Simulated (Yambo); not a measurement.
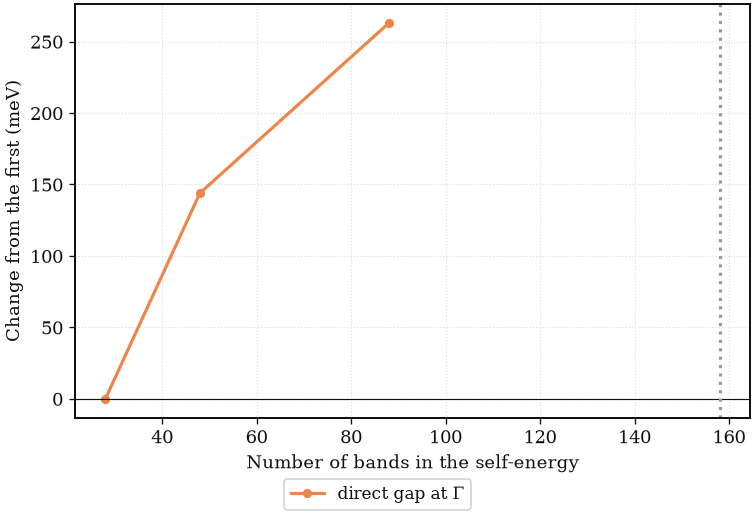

G0W0 gaps of rocksalt RbBr, space group Fm-3m, 2 atoms in the primitive cell (cubic a = 6.854 Å) as the number of bands in the self-energy is raised, all else fixed. Method: PBEsol, PseudoDojo 0.4.1 SR PBEsol standard, no spin polarisation, no spin-orbit coupling, 6×6×6 k mesh, 626 eV cutoff, fixed occupations (Yambo 5.3.0).

| number of bands in the self-energy | direct gap at Γ (eV) |
| --- | --- |
| 28 | 6.338 |
| 48 | 6.482 |
| 88 | 6.601 |

Question: Estimate the values at 158 (dotted line), and the limit.

Answer: Lines in 1/N (N being the number of bands in the self-energy) through the last three points give 6.648 eV for the direct gap at Γ. The run gives 6.650 eV. The same form through the last three runs, this one included, points to 6.73 eV in the limit of this setting.

Spin-orbit coupling is left out, which matters for Br. The settings that aren't varied aren't converged either.
